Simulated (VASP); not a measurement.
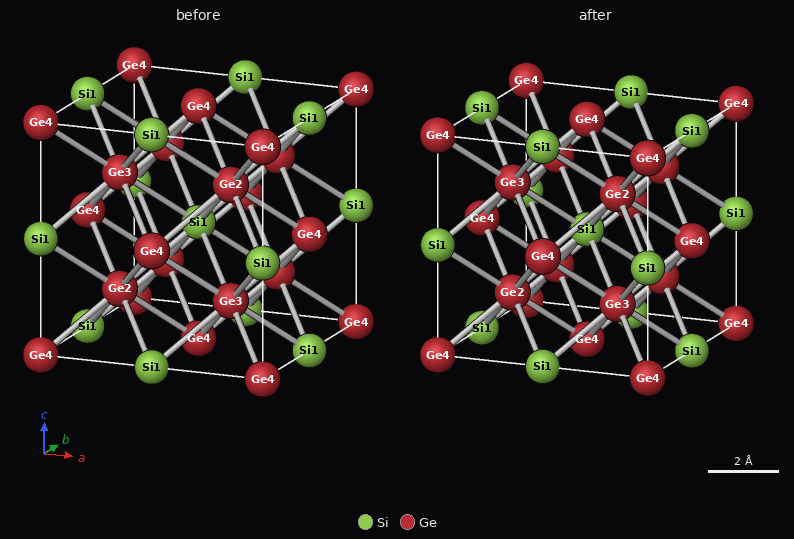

The structure of a crystal of SiGe3 (a generated structure, set up in Fm-3m) before (left) and after (right) a relaxation, at one scale.

The picture is a ball-and-stick view of the conventional cell (4 times the calculation's cell), seen slightly off an axis. Lengths and directions refer to the drawn axes.

The run lets cell and atoms move.

Computed with Kohn-Sham DFT of a periodic cell, PBE, VASP PAW PBE potentials, recommended (VASP).

Input
```
PREC = Normal
ENCUT = 520
EDIFF = 1E-4
ISMEAR = 0
SIGMA = 0.15
LREAL = False
LASPH = True
NELM = 60
ALGO = Fast
ISIF = 3
LWAVE = False
LCHARG = False
GGA = PE
IBRION = 2
NSW = 24
EDIFFG = -0.08
```

Run as
```bash
cat potpaw_PBE.64/Si/POTCAR potpaw_PBE.64/Ge_d/POTCAR > POTCAR
mpirun -np 1 vasp_std > vasp.out
```

### What changed between the two?

Over 1 geometry step the energy falls by 77.7 meV per atom. All forces vanish by symmetry, so only the cell relaxes. Pressure: −8.58 GPa at the start and 0.58 GPa at the end. The atoms keep their places relative to the cell (all moves are under 0.005 Å). Cell: a = b = c 6.941 → 6.566 Å (−5.4 %). Volume −15.3 %. Near-neighbour distances that change, for instance: Si1–Ge2 3.006 → 2.843 Å, Ge2–Ge4 3.006 → 2.843 Å. The space group stays Fm-3m (No. 225). The volume changes by over a tenth within one run on a fixed set of plane waves, so the end point should be relaxed again from the new cell. It ran on 1 thread of Intel(R) Xeon(R) 6975P-C (Granite Rapids), on a shared host.
